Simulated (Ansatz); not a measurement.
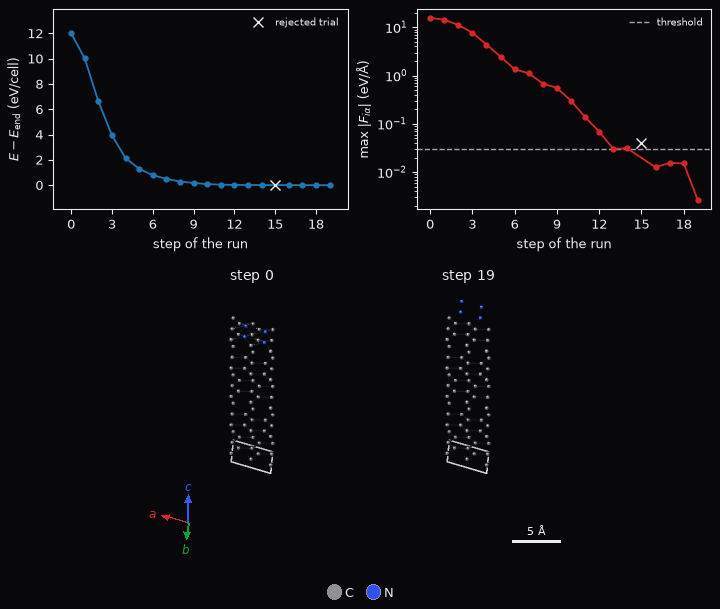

First and last geometry of a constrained relaxation of a slab of composition C₁₀N (cut from the P6_3/mmc phase), with the history of the run. Style: ball-and-stick. Shown: the 2 × 2 repeat of the cell, outlined in the plane, without the vacuum, from a free direction.

Case: N put at a hollow C-C-C site. The slab is the (0 0 1) face of C with N on it. 4 atoms are held fixed.

Computed with DFT PBE+D3(BJ), scalar-relativistic, plane waves, PAW in Ansatz.

Input
```yaml
crystal:
  lattice:
    - [2.4649634496, 0.0, 0.0]
    - [-1.2324817248, 2.1347209667, 0.0]
    - [0.0, 0.0, 32.4810787455]
  atoms:
    - { symbol: C, position: [0.0, 0.0, 0.2616908208] }
    - { symbol: C, position: [0.6666666667, 0.3333333333, 0.2616908159] }
    - { symbol: C, position: [0.0, 0.0, 0.3654518342] }
    - { symbol: C, position: [0.3333333333, 0.6666666667, 0.3654518293] }
    - { symbol: C, position: [0.0, 0.0, 0.4692128476] }
    - { symbol: C, position: [0.6666666667, 0.3333333333, 0.4692128427] }
    - { symbol: C, position: [0.0, 0.0, 0.572973861] }
    - { symbol: C, position: [0.3333333333, 0.6666666667, 0.5729738562] }
    - { symbol: C, position: [0.0, 0.0, 0.6767348744] }
    - { symbol: C, position: [0.6666666667, 0.3333333333, 0.6767348696] }
    - { symbol: "N", position: [0.3333333333, 0.6666666667, 0.6884339933] }
basis:
  ecutwfc: 420
kpoints:
  mp_grid: { grid: [12, 12, 1] }
hamiltonian:
  xc: pbe
  dispersion: d3bj
scf:
  occupations: { method: gaussian, width: 0.1 }
output:
  forces: true
  eigenvalues: true
relax:
  adjacent_minimum: "off"
  f_tol: 0.03
  max_steps: 70
  constraints: [{ sites: [0, 1, 2, 3] }]
efield:
  axis: 3
  dipole_correction: true
```

> Did the run converge, and what did it change?

It converged. After 18 accepted moves (19 points after the start) the energy has fallen by 12.025 eV per cell of the calculation. Largest force component: 16 eV/Å at the start, 0.0026 eV/Å at the end. The line search rejected the trial step at point 15 of the run. The atom that moves furthest is N11 (2.92 Å along the normal (+c)). Largest moves by element: N 2.92 Å, C 0.02 Å. The cell doesn't change. Among the contacts that change: C10–N11 1.473 → 3.581 Å. Bonds break: C10–N11 (1.47 → 3.58 Å), C9–N11 (1.47 → 3.58 Å). The run took roughly 4 core-minutes on a shared host.

Limits of the set-up: the cell has an odd number of electrons but was run without spin polarisation; the periodic images lie only 2.5 Å apart, so the values are limited by the cell's size.
